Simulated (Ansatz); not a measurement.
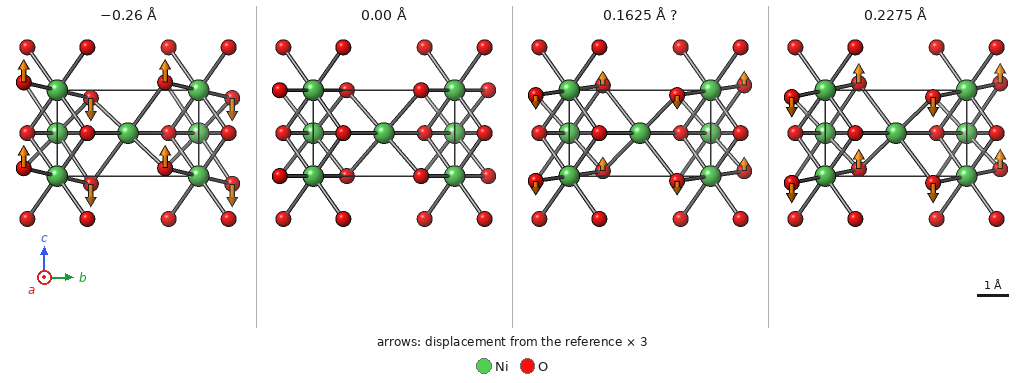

Energy scan for a crystal of Ni3O4 (Cmmm), in which a normal mode at the zone centre is frozen in with the cell fixed, the amplitude being the largest displacement of an atom. The picture is a ball-and-stick view of the cell of the calculation, seen along the a axis. Orange arrows: displacements from the reference.

Level of theory: DFT PBEsol, scalar-relativistic, plane waves, PAW (Ansatz). Settings: plane-wave cutoff 420 eV; k-point mesh 8 × 8 × 14; occupations gaussian; smearing width 0.15 eV; no spin polarisation. Energies (free energies at the smearing named) are counted from the relaxed crystal.

```csv
largest displacement (Å),ΔE (meV/cell)
−0.2600,38.7
−0.1300,−0.9
0.0000,0.0
0.0325,−0.3
0.0650,−1.0
0.0975,−1.5
0.1625,?
0.1950,8.7
0.2275,20.4
```

> Estimate the missing energy from the other rows, and compare with the calculation.

A straight line between the two neighbours gives 5.3 meV/cell. A cubic through the four nearest rows (0.0650, 0.0975, 0.1950, 0.2275) gives, with Lagrange weights, (−0.2000)(−1.0) + (0.5000)(−1.5) + (1.0000)(8.7) + (−0.3000)(20.4) = 2.0 meV/cell. The calculation gives 2.1 meV/cell, so the cubic is 0.1 meV/cell too low and the straight line 3.2 meV/cell too high, as the curve bends upwards here.

The whole profile:

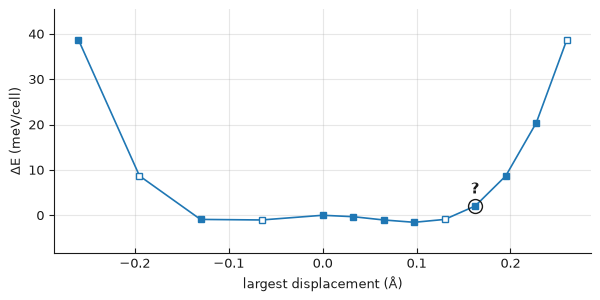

Limits of the set-up: an element that often carries a moment was run without spin polarisation.
